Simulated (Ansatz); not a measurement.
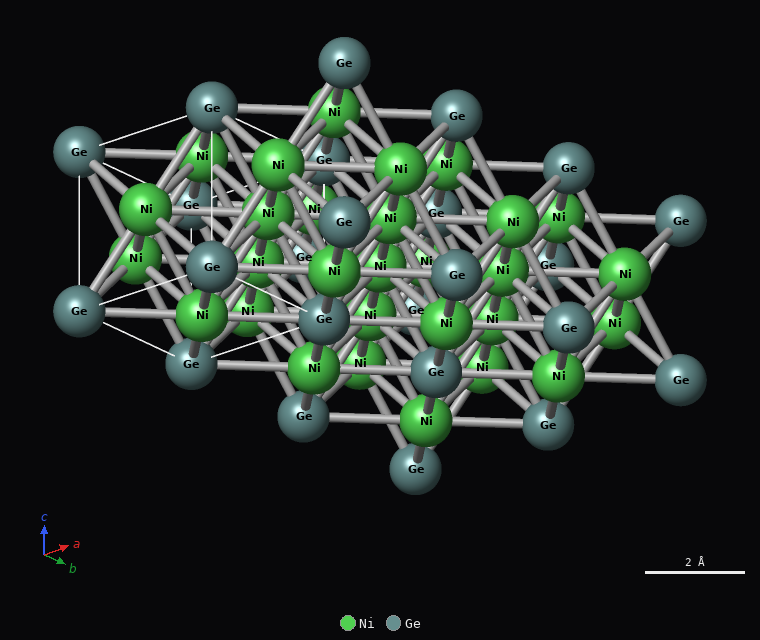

The input geometry (ball-and-stick view of the cell of the calculation, repeated 2 × 3 × 1, seen at an oblique angle). An atom can appear more than once, as a periodic image.

## Run report: Ni3Ge, single-point calculation

Ni3Ge (Pm-3m, 4 atoms in the cell), computed with DFT PBEsol, scalar-relativistic, plane waves, PAW, no spin polarisation (Ansatz 0.2.0).

The structure derives from a Materials Project entry. The run did not end well. It belongs to a series of runs on one base structure; here: input fault: an unconverged density accepted at the iteration limit.

Input file:
```yaml
crystal:
  lattice:
    - [3.5303341067, 0.0, 0.0]
    - [0.0, 3.5303341067, 0.0]
    - [0.0, 0.0, 3.5303341067]
  atoms:
    - { symbol: Ni, position: [0.5, 0.0, 0.5] }
    - { symbol: Ni, position: [0.0, 0.5, 0.5] }
    - { symbol: Ni, position: [0.5, 0.5, 0.0] }
    - { symbol: Ge, position: [0.0, 0.0, 0.0] }
basis:
  ecutwfc: 420
kpoints:
  mp_grid: { grid: [12, 12, 12] }
hamiltonian:
  xc: pbesol
scf:
  occupations: { method: gaussian, width: 0.1 }
  max_iter: 2
  convergence: { accept_max_iter: true }
  initial_density: { chi_scale: 0, normalization: atom }
output:
  forces: true
  stress: true
  eigenvalues: true
```

Hardware: 1 thread of Intel Xeon @ 2.50GHz (Skylake/Cascade Lake), 189 GiB of memory available, shared host.

Launched with:
```bash
ansatz run input.yaml --threads 1 --pin off --max-ram 2560MiB --backend cpu --events-out ev --progress --plain --runs-dir out
```

Output:
```
Warning: output.stress: scf.convergence.accept_max_iter lets an SCF close with its threshold on dr2 unmet. What such a close leaves in the stress no threshold then bounds, and a free energy that looks settled does not show it. To mend it, remove scf.convergence.accept_max_iter
settings of this run that can trade accuracy for cost: scf.convergence.accept_max_iter: true. Do not mix this run's numbers with those of runs without the same settings; the input reference describes each key
Engine: ansatz 0.2.0, x86_64-unknown-linux-gnu
Pseudopotentials: kind: paw
Pseudopotential: Ni, paw, valence charge 18, recommended cutoff 420 eV (normal), Ni.paw.azcp
Pseudopotential: Ge, paw, valence charge 14, recommended cutoff 420 eV (normal), Ge.paw.azcp
Functional definition: PBEsol
  exchange = pbesol_x
  correlation = pbesol_c
Crystal: 4 atoms, lattice volume = 43.999 Å³
Basis set: ecut = 420 eV, 847 PW (Γ), exchange–correlation on 48×48×48 points (8 copies of the dense FFT grid, shifted against one another)
Bands: 41, of which v1, the nominal top of the filled ones, is band 34 counted from 1 (33 counted from 0)
Symmetry: 48 space group operations
Space group: Pm-3m (ITA 221), of the structure as read, at distance tolerance 3.5e-5 Å
k-points: 84 of 1728
Non-local potential: Ni, projectors of the file, l = 0: 3, l = 1: 2, l = 2: 3, l = 3: 1
Non-local potential: Ge, projectors of the file, l = 0: 2, l = 1: 2, l = 2: 3, l = 3: 1
PAW form: soft (Blöchl's): semilocal exchange-correlation on the pseudo side does not see the compensation charge
PAW frozen core: Ni, regenerated for the run's functional, and the local potential with it (the file was generated under x = pbe(κ = 0.804, μ = 0.2195149727645171), c = pbe(β = 0.06672455060314922))
PAW frozen core: Ge, regenerated for the run's functional, and the local potential with it (the file was generated under x = pbe(κ = 0.804, μ = 0.2195149727645171), c = pbe(β = 0.06672455060314922))
PAW one-centre angular grid: Ni, 590 points (default); XC on 64 Gauss nodes
PAW one-centre angular grid: Ge, 590 points (default); XC on 64 Gauss nodes
Initial density: superposition of atomic densities (neutral atoms: chi_scale 0, normalization atom)
Initial wavefunctions: pseudopotential atomic-orbital guess
Functional: x = pbesol(κ = 0.804, μ = 0.12345679012345678), c = pbesol(β = 0.046)
SCF iter   1: F=—  HF=-21670.512916 eV  |F-HF|=—  |Δ(HF+E_count)|=         —  Δρ=9.03e-2  dr2=3.70e0  ethr=3.10e-3  ⟨swp⟩=5.4  Hψ=29931  notcnv=0
preconditioner: auto → Kerker (q_TF=auto, 2.934 Å⁻¹)  [metal: Δε(μ)=0.024 eV  Ē_g=12.940 eV  σ=0.100 eV  W_gap=0.13  n_scr=18 (ndim 8)  ℏωp=37.1 eV  f_vac=0.000  D(μ)=1.40/eV (n_scr^D=6)]
SCF iter   2: F=-21669.085911 eV  HF=-21670.126624 eV  |F-HF|=1.04e0  |Δ(HF+E_count)|=   3.86e-1  Δρ=4.61e-2  dr2=1.30e0  ethr=3.10e-3  ⟨swp⟩=5.0  Hψ=22418  notcnv=0
stopped at the declared iteration budget: scf.max_iter = 2 spent with dr2 = 1.3e0 eV against the standard gate 1.0e-7 eV (scf.convergence.accept_max_iter; the run is reported unconverged — every observable carries the unconverged density's error)
SCF 1 stopped at its iteration budget after 2 iterations (unconverged): F = -21669.085911 eV  dr2 = 1.30e0
  greatest PAW one-centre occupation: 1.001 electrons in one spin orbital (limit 2), on the Ni atom at site 2 (counted from 0), in its partial waves of l = 1
SCF stopped at the declared iteration budget after 2 iterations (unconverged)
Free energy (F): -21669.085911 eV
Harris-Foulkes:  -21670.126624 eV  (|F-HF|=1.04e0)
Internal energy: -21669.077974 eV  (E = F + TS)
E sigma→0 (E₀):  -21669.081942 eV
Entropy (-TS):   -0.007937 eV (-1.984 meV/atom)
Fermi energy:    18.229813 eV
--- Per-component energies (eV) ---
  E_band       = -839.007315
  E_kinetic    = 969.447647
  E_local      = -12253.967359  (includes V_loc(G=0)·N_el)
  E_nonlocal   = 2361.872357
  E_hartree    = 5229.833245
  E_xc         = -328.562363
  E_vxc        = -393.217563  (∫ρ·V_xc dr)
  E_paw        = -6784.917500  (= ΣΔE_a)
  E_vpaw       = -1895.740305  (= ΣTr[D̂ρ^β])
  E_aug_tail   = 0.001530  (compensation charges beyond the density's cutoff)
  E_ewald      = -10864.295333
  E_core_change = 1.509803  (= ΣΔE_core)
  E_smearing   = -0.007937  (= −TS)
  E_closure    = 0.000000  (closes the sum)
  Σ components = -21669.085911   (vs F -21669.085911, Δ=0.00e0)
--- Forces (eV/Å), atoms counted from 1 ---
  atom   1  Ni     0.00000000     0.00000000    -0.00000000
  atom   2  Ni     0.00000000     0.00000000     0.00000000
  atom   3  Ni     0.00000000     0.00000000     0.00000000
  atom   4  Ge    -0.00000000     0.00000000     0.00000000
  max |Σ_I F_I| component: 2.05e-21 eV/Å
--- Stress (GPa, compression-positive) ---
        3.620348       0.000000       0.000000
        0.000000       3.620348       0.000000
       -0.000000       0.000000       3.620348
  P = ⅓ Tr σ = 3.6203 GPa (36.203 kbar)
--- Band table (eV; the first three rows and the last of 84) ---
  k-point 0: bands = ["-84.6268", "-84.5932", "-84.5932", "-45.2187", "-45.2187", "-45.2187", "-45.1557", "-45.1557", "-45.1556", "-45.0445", "-45.0445", "-45.0445", "-4.5281", "-4.5281", "-4.5167", "-4.5167", "-4.5167", "6.2232", "13.2531", "14.5340", "14.5340", "14.8262", "14.8262", "14.8262", "16.8100", "16.8100", "16.8100", "17.5965", "17.5965", "17.8114", "17.8115", "17.8115", "17.9618", "18.2381", "18.2381", "18.2381", "22.6214", "25.3563", "25.3563", "29.1087", "29.1087"]
  k-point 1: bands = ["-84.6262", "-84.5937", "-84.5932", "-45.2174", "-45.2174", "-45.2167", "-45.1560", "-45.1560", "-45.1557", "-45.0468", "-45.0455", "-45.0455", "-4.5277", "-4.5261", "-4.5167", "-4.5167", "-4.5166", "6.3047", "13.2706", "14.4231", "14.5874", "14.8255", "14.8255", "14.8445", "16.6632", "16.6632", "16.7884", "17.3854", "17.5965", "17.6784", "17.7040", "17.7040", "17.9286", "18.2382", "18.5659", "18.5660", "22.8714", "25.3578", "25.6855", "28.8399", "28.9329"]
  k-point 2: bands = ["-84.6248", "-84.5951", "-84.5932", "-45.2135", "-45.2135", "-45.2110", "-45.1572", "-45.1572", "-45.1560", "-45.0532", "-45.0482", "-45.0482", "-4.5267", "-4.5204", "-4.5167", "-4.5167", "-4.5163", "6.5457", "13.2367", "14.1199", "14.7416", "14.8183", "14.8183", "14.8967", "16.3977", "16.3977", "16.7273", "16.8709", "17.5402", "17.5420", "17.5420", "17.5929", "17.8329", "18.2384", "19.2260", "19.2260", "23.2209", "25.3629", "26.6629", "28.2467", "28.2467"]
  k-point 83: bands = ["-84.6042", "-84.6042", "-84.6042", "-45.2315", "-45.2315", "-45.2315", "-45.2120", "-45.1048", "-45.1048", "-45.1048", "-45.0240", "-45.0240", "-4.5322", "-4.5322", "-4.5322", "-4.4827", "-4.4827", "9.9295", "14.1252", "14.1252", "14.1252", "14.9774", "14.9774", "14.9774", "16.0549", "16.0549", "16.0549", "16.8642", "16.8642", "16.8642", "17.1103", "17.1103", "17.5468", "18.0207", "18.0207", "18.0207", "19.2579", "22.5355", "22.5355", "22.5355", "36.2548"]
settings of this run that can trade accuracy for cost: scf.convergence.accept_max_iter: true. Do not mix this run's numbers with those of runs without the same settings; the input reference describes each key
```

What the run reported:

```json
{"quantity": "outcome", "value": "not converged"}
{"quantity": "space group (tolerance 0.01 Å)", "value": "Pm-3m (221)"}
{"quantity": "electrons treated", "value": "68"}
{"quantity": "free energy", "value": "−21669.0859 eV"}
{"quantity": "Fermi energy", "value": "18.230 eV"}
{"quantity": "pressure", "value": "3.62 GPa"}
{"quantity": "largest force (length of the vector)", "value": "under 0.001 eV/Å"}
{"quantity": "wall time", "value": "21 s"}
{"quantity": "peak memory", "value": "0.43 GiB"}
```

Diagnosis:

The run did not converge. Its last values are not results.
